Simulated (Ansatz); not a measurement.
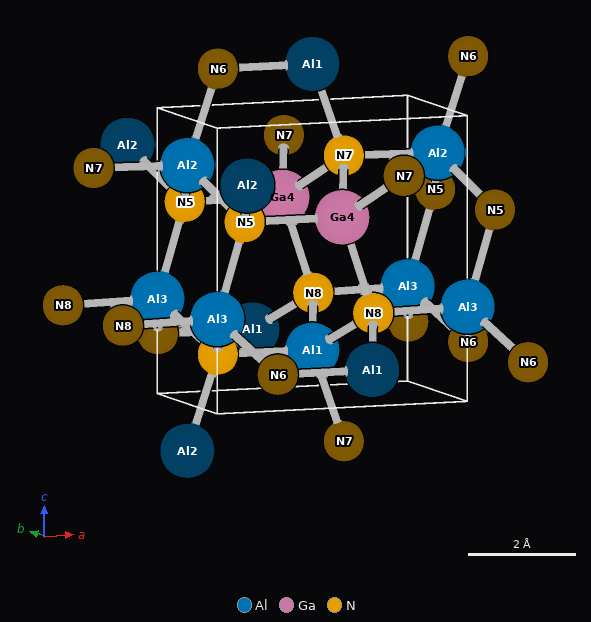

The starting structure (ball-and-stick view of the cell of the calculation, seen slightly off an axis; neighbours outside the cell are drawn fainter; atoms are numbered from 1 in the order of the input). An atom can appear more than once, as a periodic image.

## Al3GaN4: geometry relaxation (part 1 of 2)

The run: geometry relaxation of Al3GaN4 (8 atoms in the cell). Method and program: DFT, PBEsol, dispersion d3bj, plane waves, PAW, no spin polarisation (Ansatz 0.2.0).

The structure derives from a Materials Project entry. Figures and captions count atoms from 1; the log counts them from 0 in places.

### Input
```yaml
crystal:
  lattice:
    - [5.0376935905, 0.0, 0.0]
    - [0.0, 3.12543778, 0.0]
    - [-0.0033559659, 0.0, 5.4111720837]
  atoms:
    - { symbol: Al, position: [0.50009873, 0.5, 0.16728039] }
    - { symbol: Al, position: [0.00076357, 0.5, 0.83496431] }
    - { symbol: Al, position: [0.00088655, 0.0, 0.3315828] }
    - { symbol: Ga, position: [0.49971489, 0.0, 0.66616374] }
    - { symbol: "N", position: [0.11013543, 0.0, 0.66629554] }
    - { symbol: "N", position: [0.12258652, 0.5, 0.16717386] }
    - { symbol: "N", position: [0.62590355, 0.5, 0.84127752] }
    - { symbol: "N", position: [0.62350976, 0.0, 0.32526284] }
basis:
  ecutwfc: 420
kpoints:
  mp_grid: { grid: [6, 8, 4] }
hamiltonian:
  xc: pbesol
  dispersion: d3bj
scf:
  occupations: { method: fermi_dirac, width: 0.3 }
output:
  forces: true
  eigenvalues: true
  stress: true
relax:
  adjacent_minimum: "off"
  f_tol: 0.005
  max_steps: 80
  cell: { stress_tol: 0.05 }
```

Machine: 2 threads of AMD EPYC (Zen 5), 32 GiB of memory available, shared host.

Run as:
```bash
ansatz run input.yaml --threads 2 --pin off --max-ram 5120MiB --backend cpu --events-out ev --progress --plain --runs-dir out
```

### The program's output
```
The last accepted step is kept in [file] (removed where the run ends without a failure and the disk answers)
band count auto-derived: 31 (N_el = 42.0; filled up to band 21; 29 by the electrons, moments and atoms)
Engine: ansatz 0.2.0, x86_64-unknown-linux-gnu
Pseudopotentials: kind: paw
Pseudopotential: Al, paw, valence charge 3, recommended cutoff 420 eV (normal), Al.paw.azcp
Pseudopotential: Ga, paw, valence charge 13, recommended cutoff 420 eV (normal), Ga.paw.azcp
Pseudopotential: N, paw, valence charge 5, recommended cutoff 420 eV (normal), N.paw.azcp
Functional definition: PBEsol
  exchange = pbesol_x
  correlation = pbesol_c
Crystal: 8 atoms, lattice volume = 85.199 Å³
Basis set: ecut = 420 eV, 1681 PW (Γ), exchange–correlation on 72×48×80 points (8 copies of the dense FFT grid, shifted against one another)
Bands: 31, of which v1, the nominal top of the filled ones, is band 21 counted from 1 (20 counted from 0)
Symmetry: 2 space group operations
Space group: Pm (ITA 6), of the structure as read, at distance tolerance 4.4e-5 Å
k-points: 70 of 192 (time reversal used)
Non-local potential: Al, projectors of the file, l = 0: 2, l = 1: 2, l = 2: 1
Non-local potential: Ga, projectors of the file, l = 0: 2, l = 1: 2, l = 2: 3, l = 3: 1
Non-local potential: N, projectors of the file, l = 0: 2, l = 1: 2, l = 2: 1
PAW form: soft (Blöchl's): semilocal exchange-correlation on the pseudo side does not see the compensation charge
PAW frozen core: Al, regenerated for the run's functional, and the local potential with it (the file was generated under x = pbe(κ = 0.804, μ = 0.2195149727645171), c = pbe(β = 0.06672455060314922))
PAW frozen core: Ga, regenerated for the run's functional, and the local potential with it (the file was generated under x = pbe(κ = 0.804, μ = 0.2195149727645171), c = pbe(β = 0.06672455060314922))
PAW frozen core: N, regenerated for the run's functional, and the local potential with it (the file was generated under x = pbe(κ = 0.804, μ = 0.2195149727645171), c = pbe(β = 0.06672455060314922))
PAW one-centre angular grid: Al, 110 points (default); XC on 64 Gauss nodes
PAW one-centre angular grid: Ga, 590 points (default); XC on 64 Gauss nodes
PAW one-centre angular grid: N, 110 points (default); XC on 64 Gauss nodes
Initial density: superposition of atomic densities (neutral atoms: chi_scale 0, normalization atom), corrected by the library's trained network
Initial wavefunctions: pseudopotential atomic-orbital guess
Functional: x = pbesol(κ = 0.804, μ = 0.12345679012345678), c = pbesol(β = 0.046)
SCF iter   1: F=—  HF=-6842.520416 eV  |F-HF|=—  |Δ(HF+E_count)|=         —  Δρ=1.11e-2  dr2=1.11e-1  ethr=1.77e-3  ⟨swp⟩=5.6  Hψ=10001  notcnv=0
preconditioner: auto → Resta (q_TF=auto, 2.425 Å⁻¹)  ε∞=3.9  [insulator: Δε(μ)=3.415 eV  Ē_g=15.248 eV  σ=0.300 eV  W_gap=0.98  n_scr=20 (ndim 8)  ℏωp=26.1 eV  f_vac=0.000  D(μ)=0.00/eV (n_scr^D=0)  ε∞_Penn≈3.9]
SCF iter   2: F=—  HF=-6842.488666 eV  |F-HF|=—  |Δ(HF+E_count)|=   3.18e-2  Δρ=1.75e-3  dr2=2.61e-3  ethr=2.63e-4  ⟨swp⟩=2.5  Hψ=3582  notcnv=0
SCF iter   3: F=—  HF=-6842.488256 eV  |F-HF|=—  |Δ(HF+E_count)|=   4.10e-4  Δρ=9.15e-4  dr2=7.39e-4  ethr=6.21e-6  ⟨swp⟩=1.2  Hψ=2343  notcnv=0
SCF iter   4: F=—  HF=-6842.488130 eV  |F-HF|=—  |Δ(HF+E_count)|=   1.26e-4  Δρ=2.28e-4  dr2=4.01e-5  ethr=1.76e-6  ⟨swp⟩=3.0  Hψ=3764  notcnv=0
SCF iter   5: F=—  HF=-6842.487951 eV  |F-HF|=—  |Δ(HF+E_count)|=   1.79e-4  Δρ=9.34e-5  dr2=6.38e-6  ethr=9.55e-8  ⟨swp⟩=2.0  Hψ=3624  notcnv=0
SCF iter   6: F=—  HF=-6842.487952 eV  |F-HF|=—  |Δ(HF+E_count)|=   2.92e-7  Δρ=2.96e-5  dr2=8.70e-7  ethr=1.52e-8  ⟨swp⟩=2.0  Hψ=3454  notcnv=0
SCF iter   7: F=-6842.487951 eV  HF=-6842.487952 eV  |F-HF|=1.86e-8  |Δ(HF+E_count)|=   1.73e-7  Δρ=8.17e-6  dr2=5.81e-8  ethr=2.38e-10  ⟨swp⟩=4.2  Hψ=8966  notcnv=0
SCF 1 converged in 7 iterations: F = -6842.487951 eV  dr2 = 5.81e-8
  greatest PAW one-centre occupation: 0.995 electrons in one spin orbital (limit 2), on the Ga atom at site 3 (counted from 0), in its partial waves of l = 2
relax step   1: F+E_penalty+E_count = -6842.48795149 eV  Δ(F+E_penalty+E_count) = +0.000e0 eV  max|allowed force component| = 1.370e-1 eV/Å  Δτ_max = 0.0000 Å  P = -2.637 GPa  Ω = 85.199 Å³  (7 SCF iters, dr2 threshold 1.00e-7 eV, accepted)
Crystal: 8 atoms, lattice volume = 84.596 Å³
Basis set: ecut = 420 eV, 1669 PW (Γ), exchange–correlation on 72×48×80 points (8 copies of the dense FFT grid, shifted against one another)
Initial density: handed on by an earlier stage of this run
Initial wavefunctions: those handed on with the density
iter 1 solved again at ethr=6.17e-6 eV; its pass at ethr=3.10e-3 eV (dr2=2.59e-3 eV) is discarded
SCF iter   1: F=—  HF=-6842.499198 eV  |F-HF|=—  |Δ(HF+E_count)|=         —  Δρ=1.67e-3  dr2=2.63e-3  ethr=6.17e-6  ⟨swp⟩=1.1  Hψ=8395  notcnv=0
preconditioner: auto → Resta (q_TF=auto, 2.428 Å⁻¹)  ε∞=3.9  [insulator: Δε(μ)=3.575 eV  Ē_g=15.351 eV  σ=0.300 eV  W_gap=0.99  n_scr=20 (ndim 8)  ℏωp=26.2 eV  f_vac=0.000  D(μ)=0.00/eV (n_scr^D=0)  ε∞_Penn≈3.9]
SCF iter   2: F=—  HF=-6842.498440 eV  |F-HF|=—  |Δ(HF+E_count)|=   7.57e-4  Δρ=3.55e-4  dr2=1.04e-4  ethr=6.17e-6  ⟨swp⟩=2.1  Hψ=2970  notcnv=0
SCF iter   3: F=—  HF=-6842.498270 eV  |F-HF|=—  |Δ(HF+E_count)|=   1.71e-4  Δρ=1.92e-4  dr2=2.71e-5  ethr=2.47e-7  ⟨swp⟩=1.0  Hψ=2170  notcnv=0
SCF iter   4: F=—  HF=-6842.498269 eV  |F-HF|=—  |Δ(HF+E_count)|=   1.19e-6  Δρ=3.35e-5  dr2=9.85e-7  ethr=6.44e-8  ⟨swp⟩=2.2  Hψ=3021  notcnv=0
SCF iter   5: F=-6842.498269 eV  HF=-6842.498269 eV  |F-HF|=2.51e-7  |Δ(HF+E_count)|=   1.73e-7  Δρ=2.15e-5  dr2=3.89e-7  ethr=1.90e-9  ⟨swp⟩=6.0  Hψ=8747  notcnv=0
SCF 2 converged in 5 iterations: F = -6842.498269 eV  dr2 = 3.89e-7
  greatest PAW one-centre occupation: 0.996 electrons in one spin orbital (limit 2), on the Ga atom at site 3 (counted from 0), in its partial waves of l = 2
relax step   2: F+E_penalty+E_count = -6842.49826857 eV  Δ(F+E_penalty+E_count) = -1.032e-2 eV  max|allowed force component| = 5.674e-2 eV/Å  Δτ_max = 0.0045 Å  P = -1.203 GPa  Ω = 84.596 Å³  energy of the carried Pulay correction = +1.982e-3 eV  (5 SCF iters, dr2 threshold 8.00e-7 eV, accepted)
Crystal: 8 atoms, lattice volume = 84.097 Å³
iter 1 solved again at ethr=4.21e-6 eV; its pass at ethr=3.10e-3 eV (dr2=1.77e-3 eV) is discarded
SCF iter   1: F=—  HF=-6842.502674 eV  |F-HF|=—  |Δ(HF+E_count)|=         —  Δρ=1.38e-3  dr2=1.79e-3  ethr=4.21e-6  ⟨swp⟩=1.1  Hψ=8405  notcnv=0
preconditioner: auto → Resta (q_TF=auto, 2.430 Å⁻¹)  ε∞=3.9  [insulator: Δε(μ)=3.620 eV  Ē_g=15.395 eV  σ=0.300 eV  W_gap=0.99  n_scr=20 (ndim 8)  ℏωp=26.2 eV  f_vac=0.000  D(μ)=0.00/eV (n_scr^D=0)  ε∞_Penn≈3.9]
SCF iter   2: F=—  HF=-6842.502158 eV  |F-HF|=—  |Δ(HF+E_count)|=   5.16e-4  Δρ=2.96e-4  dr2=6.94e-5  ethr=4.21e-6  ⟨swp⟩=2.1  Hψ=2962  notcnv=0
SCF iter   3: F=—  HF=-6842.501990 eV  |F-HF|=—  |Δ(HF+E_count)|=   1.68e-4  Δρ=1.61e-4  dr2=1.85e-5  ethr=1.65e-7  ⟨swp⟩=1.0  Hψ=2170  notcnv=0
SCF iter   4: F=—  HF=-6842.501990 eV  |F-HF|=—  |Δ(HF+E_count)|=   3.30e-7  Δρ=3.45e-5  dr2=1.05e-6  ethr=4.41e-8  ⟨swp⟩=2.2  Hψ=3161  notcnv=0
SCF iter   5: F=-6842.501989 eV  HF=-6842.501990 eV  |F-HF|=6.82e-8  |Δ(HF+E_count)|=   1.21e-9  Δρ=1.56e-5  dr2=1.99e-7  ethr=1.90e-9  ⟨swp⟩=5.8  Hψ=8564  notcnv=0
SCF 3 converged in 5 iterations: F = -6842.501989 eV  dr2 = 1.99e-7
relax step   3: F+E_penalty+E_count = -6842.50198945 eV  Δ(F+E_penalty+E_count) = -3.721e-3 eV  max|allowed force component| = 5.850e-3 eV/Å  Δτ_max = 0.0029 Å  P = +0.025 GPa  Ω = 84.097 Å³  energy of the carried Pulay correction = +3.631e-3 eV  (5 SCF iters, dr2 threshold 8.00e-7 eV, accepted)
Crystal: 8 atoms, lattice volume = 84.107 Å³
iter 1 solved again at ethr=2.35e-9 eV; its pass at ethr=3.10e-3 eV (dr2=9.88e-7 eV) is discarded
SCF iter   1: F=—  HF=-6842.502117 eV  |F-HF|=—  |Δ(HF+E_count)|=         —  Δρ=3.42e-5  dr2=1.02e-6  ethr=2.35e-9  ⟨swp⟩=2.1  Hψ=8820  notcnv=0
preconditioner: auto → Resta (q_TF=auto, 2.430 Å⁻¹)  ε∞=3.9  [insulator: Δε(μ)=3.610 eV  Ē_g=15.386 eV  σ=0.300 eV  W_gap=0.99  n_scr=20 (ndim 8)  ℏωp=26.2 eV  f_vac=0.000  D(μ)=0.00/eV (n_scr^D=0)  ε∞_Penn≈3.9]
SCF iter   2: F=—  HF=-6842.501961 eV  |F-HF|=—  |Δ(HF+E_count)|=   1.56e-4  Δρ=1.08e-5  dr2=1.15e-7  ethr=2.35e-9  ⟨swp⟩=2.0  Hψ=3640  notcnv=0
SCF iter   3: F=—  HF=-6842.501961 eV  |F-HF|=—  |Δ(HF+E_count)|=   2.19e-8  Δρ=3.91e-6  dr2=1.16e-8  ethr=2.74e-10  ⟨swp⟩=2.3  Hψ=2936  notcnv=0
SCF iter   4: F=-6842.501961 eV  HF=-6842.501961 eV  |F-HF|=7.87e-10  |Δ(HF+E_count)|=  3.54e-10  Δρ=1.50e-6  dr2=1.85e-9  ethr=5.09e-12  ⟨swp⟩=4.0  Hψ=6662  notcnv=0
SCF 4 converged in 4 iterations: F = -6842.501961 eV  dr2 = 1.85e-9
relax step   4: F+E_penalty+E_count = -6842.50196071 eV  Δ(F+E_penalty+E_count) = +2.874e-5 eV  max|allowed force component| = 2.495e-3 eV/Å  Δτ_max = 0.0001 Å  P = +0.000 GPa  Ω = 84.107 Å³  energy of the carried Pulay correction = +3.600e-3 eV  (4 SCF iters, dr2 threshold 2.14e-9 eV, accepted)
Initial wavefunctions: pseudopotential atomic-orbital guess (no wavefunctions were taken with the density)
iter 1 solved again at ethr=4.08e-8 eV; its pass at ethr=3.10e-3 eV (dr2=1.71e-5 eV) is discarded
SCF iter   1: F=—  HF=-6842.498834 eV  |F-HF|=—  |Δ(HF+E_count)|=         —  Δρ=7.23e-5  dr2=6.29e-7  ethr=4.08e-8  ⟨swp⟩=3.1  Hψ=16171  notcnv=0
SCF iter   2: F=—  HF=-6842.498680 eV  |F-HF|=—  |Δ(HF+E_count)|=   1.54e-4  Δρ=3.70e-5  dr2=1.66e-7  ethr=1.50e-9  ⟨swp⟩=2.0  Hψ=3640  notcnv=0
SCF iter   3: F=—  HF=-6842.498680 eV  |F-HF|=—  |Δ(HF+E_count)|=   3.01e-7  Δρ=8.01e-6  dr2=8.68e-9  ethr=3.96e-10  ⟨swp⟩=3.0  Hψ=3987  notcnv=0
SCF iter   4: F=—  HF=-6842.498680 eV  |F-HF|=—  |Δ(HF+E_count)|=   7.73e-9  Δρ=1.51e-6  dr2=8.44e-10  ethr=2.07e-11  ⟨swp⟩=2.0  Hψ=3639  notcnv=0
SCF iter   5: F=-6842.498680 eV  HF=-6842.498680 eV  |F-HF|=4.64e-11  |Δ(HF+E_count)|=  3.99e-10  Δρ=3.52e-7  dr2=4.27e-11  ethr=1.00e-12  ⟨swp⟩=3.5  Hψ=8917  notcnv=0
SCF 5 converged in 5 iterations: F = -6842.498680 eV  dr2 = 4.27e-11
relax step   5: F+E_penalty+E_count = -6842.49868026 eV  Δ(F+E_penalty+E_count) = +3.280e-3 eV  max|allowed force component| = 2.519e-3 eV/Å  Δτ_max = 0.0000 Å  P = -0.067 GPa  Ω = 84.107 Å³  stress off target by 7.07e-2 GPa  SCF on the basis re-selected at this cell (its energy is not comparable with the rows above)  (5 SCF iters)
basis re-selected at this cell: Δ(F+E_penalty+E_count) = +3.280e-3 eV, ΔP = -0.068 GPa vs the last step (what re-selecting the basis moved, of the pressure what is left beyond the Pulay correction that the steps carried, after the strain that the cell walked since its last selection, with what the two solves' SCF thresholds leave and, on support functions, any second-order correction that the steps lacked; it is no measure of the basis error at this ecutwfc). This SCF's stress stands 7.07e-2 GPa from its target on what of the cell is left free (relax.cell.stress_tol is 5.00e-2 GPa) and its largest allowed force component is 2.52e-3 eV/Å (relax.f_tol is 5.00e-3 eV/Å): not within both, so this SCF does not close the relaxation
Crystal: 8 atoms, lattice volume = 84.079 Å³
iter 1 solved again at ethr=1.28e-8 eV; its pass at ethr=3.10e-3 eV (dr2=5.38e-6 eV) is discarded
SCF iter   1: F=—  HF=-6842.498933 eV  |F-HF|=—  |Δ(HF+E_count)|=         —  Δρ=7.68e-5  dr2=5.46e-6  ethr=1.28e-8  ⟨swp⟩=1.1  Hψ=8436  notcnv=0
preconditioner: auto → Resta (q_TF=auto, 2.430 Å⁻¹)  ε∞=3.9  [insulator: Δε(μ)=3.612 eV  Ē_g=15.389 eV  σ=0.300 eV  W_gap=0.99  n_scr=20 (ndim 8)  ℏωp=26.2 eV  f_vac=0.000  D(μ)=0.00/eV (n_scr^D=0)  ε∞_Penn≈3.9]
SCF iter   2: F=—  HF=-6842.498776 eV  |F-HF|=—  |Δ(HF+E_count)|=   1.56e-4  Δρ=1.82e-5  dr2=2.25e-7  ethr=1.28e-8  ⟨swp⟩=2.0  Hψ=3003  notcnv=0
SCF iter   3: F=—  HF=-6842.498776 eV  |F-HF|=—  |Δ(HF+E_count)|=   4.42e-8  Δρ=9.53e-6  dr2=6.42e-8  ethr=2.97e-11  ⟨swp⟩=4.0  Hψ=6695  notcnv=0
SCF iter   4: F=-6842.498776 eV  HF=-6842.498776 eV  |F-HF|=1.94e-9  |Δ(HF+E_count)|=   4.77e-9  Δρ=1.93e-6  dr2=3.25e-9  ethr=2.97e-11  ⟨swp⟩=2.5  Hψ=7482  notcnv=0
SCF 6 converged in 4 iterations: F = -6842.498776 eV  dr2 = 3.25e-9
relax step   6: F+E_penalty+E_count = -6842.49877627 eV  Δ(F+E_penalty+E_count) = -9.601e-5 eV  max|allowed force component| = 4.197e-4 eV/Å  Δτ_max = 0.0001 Å  P = -0.001 GPa  Ω = 84.079 Å³  energy of the carried Pulay correction = +8.972e-5 eV  (4 SCF iters, dr2 threshold 1.25e-8 eV, accepted)
iter 1 solved again at ethr=4.49e-8 eV; its pass at ethr=3.10e-3 eV (dr2=1.89e-5 eV) is discarded
SCF iter   1: F=—  HF=-6842.498856 eV  |F-HF|=—  |Δ(HF+E_count)|=         —  Δρ=4.74e-6  dr2=1.13e-8  ethr=4.49e-8  ⟨swp⟩=3.1  Hψ=16165  notcnv=0
SCF iter   2: F=—  HF=-6842.498701 eV  |F-HF|=—  |Δ(HF+E_count)|=   1.55e-4  Δρ=3.20e-6  dr2=5.27e-9  ethr=2.69e-11  ⟨swp⟩=3.0  Hψ=4343  notcnv=0
SCF iter   3: F=—  HF=-6842.498701 eV  |F-HF|=—  |Δ(HF+E_count)|=  3.95e-10  Δρ=1.87e-6  dr2=1.64e-9  ethr=1.25e-11  ⟨swp⟩=2.0  Hψ=3088  notcnv=0
SCF iter   4: F=—  HF=-6842.498701 eV  |F-HF|=—  |Δ(HF+E_count)|=  3.77e-10  Δρ=5.57e-7  dr2=1.90e-10  ethr=3.90e-12  ⟨swp⟩=2.1  Hψ=3036  notcnv=0
SCF iter   5: F=-6842.498701 eV  HF=-6842.498701 eV  |F-HF|=4.73e-11  |Δ(HF+E_count)|=  4.46e-11  Δρ=1.90e-7  dr2=2.44e-11  ethr=1.00e-12  ⟨swp⟩=5.5  Hψ=8336  notcnv=0
SCF 7 converged in 5 iterations: F = -6842.498701 eV  dr2 = 2.44e-11
relax step   7: F+E_penalty+E_count = -6842.49870087 eV  Δ(F+E_penalty+E_count) = +7.540e-5 eV  max|allowed force component| = 4.072e-4 eV/Å  Δτ_max = 0.0000 Å  P = -0.001 GPa  Ω = 84.079 Å³  stress off target by 2.62e-3 GPa  SCF on the basis re-selected at this cell (its energy is not comparable with the rows above)  (5 SCF iters)
```

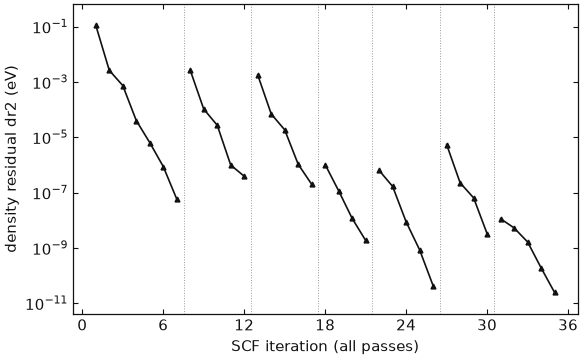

Convergence of the self-consistent field: density residual dr2 against the SCF iteration. The dotted lines part the SCF passes of the relaxation: geometry steps, rejected trials and re-solves on a re-selected basis. The 7 passes take 4 to 7 iterations each, 35 in all.
